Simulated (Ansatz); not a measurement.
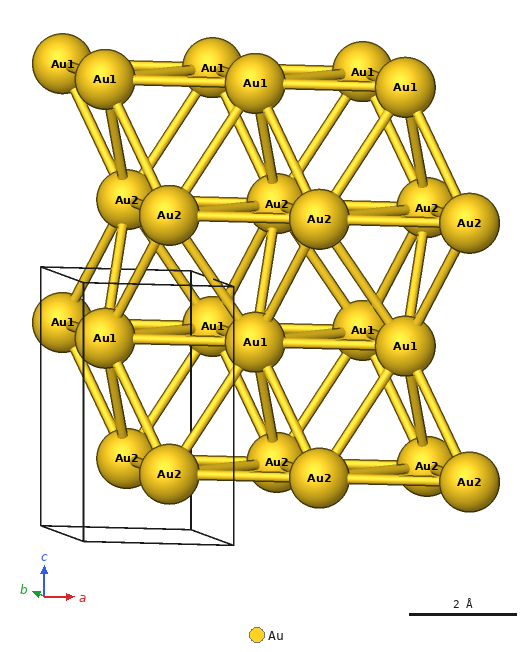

The starting point is crystalline Au (set up in P6_3/mmc). Style: ball-and-stick. Shown: the cell of the calculation, repeated 3 × 2 × 2 with one cell outlined, slightly off an axis.

Theory: Ansatz 0.2.0, DFT, PBE, PAW with Ansatz's default frozen-core files, scalar-relativistic. Settings: plane-wave cutoff 420 eV; k-point mesh 14 × 14 × 8; occupations fermi dirac; smearing width 0.03 eV; no spin polarisation.

Now this is done to it. All lengths are scaled by −2.0 % (volume −6.0 %), the atoms keeping their fractional coordinates. No relaxation follows.

Input
```yaml
crystal:
  lattice:
    - [2.8413017565, 0.0, 0.0]
    - [-1.4206508782, 2.460639501, 0.0]
    - [0.0, 0.0, 4.7812276454]
  atoms:
    - { symbol: Au, position: [0.3333333333, 0.6666666667, 0.75] }
    - { symbol: Au, position: [0.6666666667, 0.3333333333, 0.25] }
kpoints:
  mp_grid: { grid: [14, 14, 8] }
scf:
  occupations: { method: fermi_dirac, width: 0.03 }
hamiltonian:
  xc: pbe
  pseudopotentials: { kind: paw }
output:
  forces: true
  stress: true
  eigenvalues: true
  efg: { contact_densities: true }
```

Q: What is the effect?

A: Among the bonded contacts that change: Au–Au 2.959 → 2.899 Å, Au–Au 2.900 → 2.841 Å. The space group stays P6_3/mmc (No. 194). Energy change: +46.0 meV per atom. Pressure: 2.0 GPa before, 12.7 GPa after. The principal stresses (compression positive) are 11.7 GPa along c and 13.3 GPa across it. All forces vanish by symmetry.

Drawn alike, the variant:

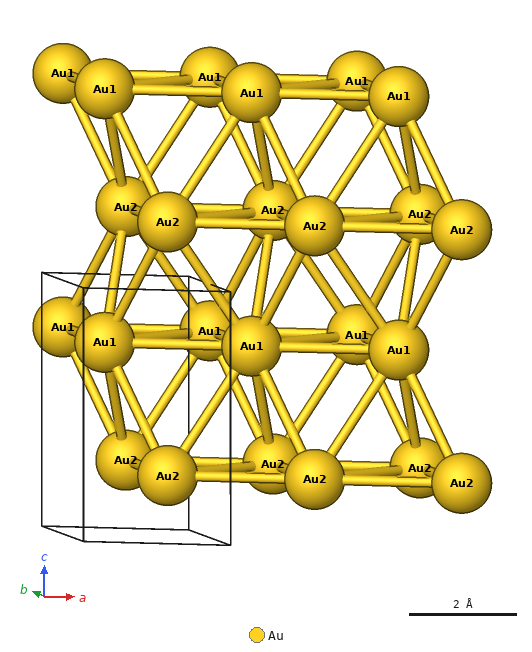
